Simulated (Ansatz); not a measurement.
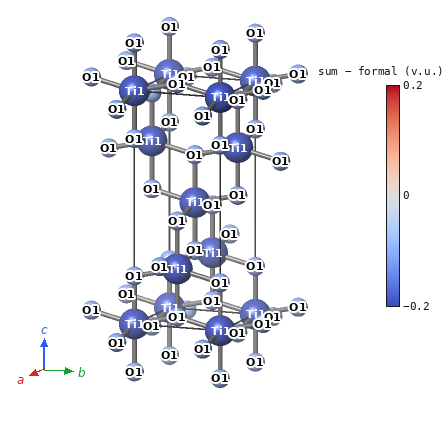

Atoms of TiO2 in space group I4_1/amd coloured by their computed bond-valence sum less the size of their formal valence (view slightly off an axis).

Bond valence s = exp((R0 − d)/b), R0 fitted to published crystal structures with b = 0.37 Å, summed over all anions within 5 Å; R0 in Å: Ti4+–O 1.801.

Origin of the cell: coordinates from a relaxation with Ansatz 0.2.0, DFT PBE+U, scalar-relativistic, plane waves, PAW.

```xyz
12
Lattice="3.8180 0.0000 0.0000 0.0000 3.8180 0.0000 0.0000 0.0000 9.7751" Properties=species:S:1:pos:R:3 pbc="T T T"
Ti    0.0000    0.0000    0.0000
Ti    0.0000    1.9090    2.4438
O     0.0000    1.9090    4.4506
O     0.0000    0.0000    2.0068
O     0.0000    1.9090    0.4370
O     1.9090    1.9090    2.8807
Ti    1.9090    1.9090    4.8876
Ti    1.9090    0.0000    7.3313
O     1.9090    0.0000    9.3381
O     1.9090    1.9090    6.8944
O     1.9090    0.0000    5.3245
O     0.0000    0.0000    7.7683
```

Site labels: Ti1 at 0.000, 0.000, 0.000; O1 at 0.000, 0.500, 0.455.

Question: Which site departs most from its formal valence?

Answer: Ti1, whose sum is 3.80 against 4: by this sum it is underbonded.

Question: Give the sums of all sites.

Answer:
| site | x, y, z | formal valence | bond-valence sum | difference |
| --- | --- | --- | --- | --- |
| Ti1 | 0.000, 0.000, 0.000 | +4 | 3.80 | -0.20 |
| O1 | 0.000, 0.500, 0.455 | −2 | 1.90 | -0.10 |

Question: Is the structure strained by this measure?

Answer: The global instability index (root mean square of the differences over all atoms) is 0.14 v.u.: moderate strain, common in real structures. Cells relaxed with PBE tend to have slightly long bonds, which lowers the sums.
